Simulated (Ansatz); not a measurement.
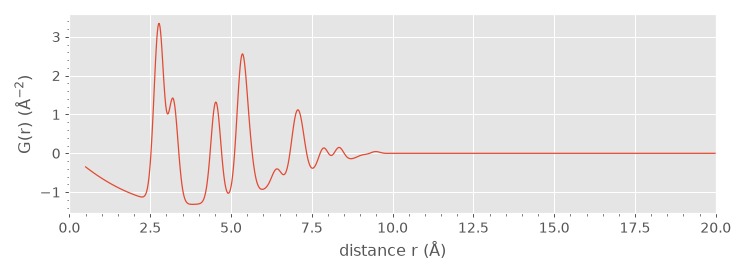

Computed X-ray G(r), with each pair weighted by the product of the atomic numbers (X-ray weights at Q = 0) and a uniform peak width σ = 0.15 Å, for spherical particles of Al with the bulk structure: the bulk G(r) is multiplied by the envelope of a sphere of diameter D, 1 − 3r/2D + r³/2D³, with no surface relaxation. The number density is 0.0602 atoms per Å³. It is based on the input geometry of an electronic-structure calculation (not necessarily at equilibrium); the starting structure was generated, so it need not be a known form of this composition.

Question: How large are the particles?

Answer: About 10 Å (1.0 nm): the signal vanishes at r = D, fading from view somewhat earlier.

Question: Roughly how many atoms does one particle hold?

Answer: About 32 (number density 0.0602 Å⁻³ times πD³/6).
